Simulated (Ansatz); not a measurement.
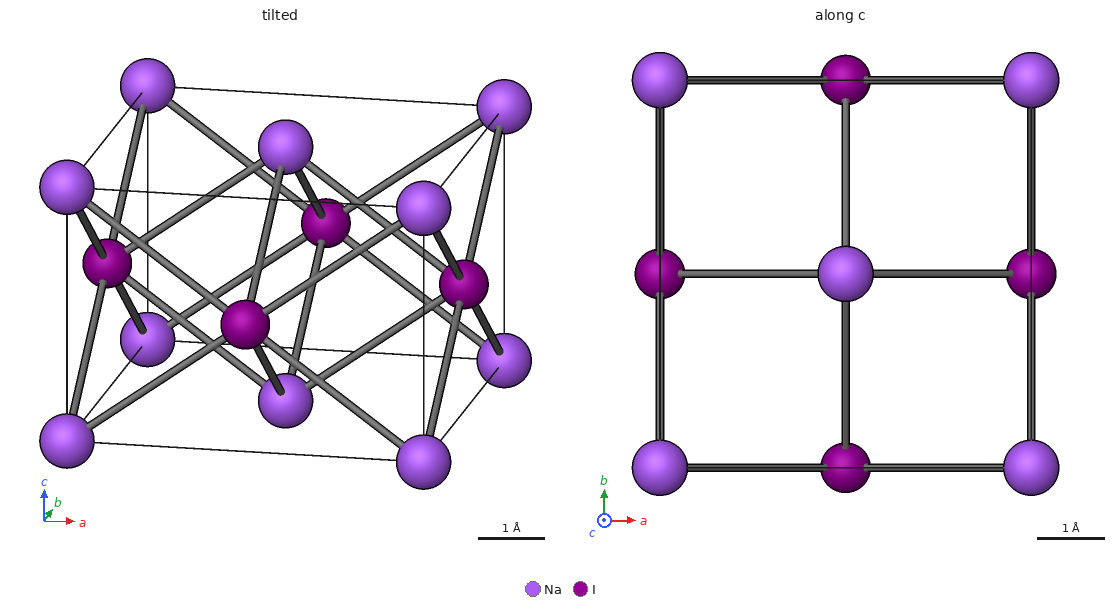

This ball-and-stick model is shown slightly off an axis and along the c axis. The conventional unit cell is drawn as a box.

NaI, space group Cmmm (No. 65), a = 5.591 Å, b = 5.837 Å, c = 4.041 Å, α = 90.00°, β = 90.00°, γ = 90.00°. The initial geometry was a structure type filled with these elements by a generator (whether the compound takes this form wasn't checked). The cell was then strained or its atoms displaced on purpose. It was the input of a calculation with Ansatz.

This one geometry was computed with Ansatz (DFT, plane waves, PAW) at three levels of theory: PBE, r2SCAN and HSE06. It was relaxed with r2SCAN and then strained.

Question: How does the band gap change with the level of theory?

Answer: PBE: a gap of 2.31 eV, indirect; r2SCAN: a gap of 3.07 eV, indirect; HSE06: a gap of 3.25 eV, indirect.

Question: Collect the results in a table.

Answer:
| level | cutoff (eV) | k-mesh of the run's cell | gap (eV) | pressure (GPa) |
| --- | --- | --- | --- | --- |
| PBE | 420 | 6×6×6 | 2.31 | 0.3 |
| r2SCAN | 500 | 6×6×6 | 3.07 | 0.0 |
| HSE06 | 420 | 4×4×4 | 3.25 | 0.2 |

Gaps are taken on the k-mesh or band path of each run.
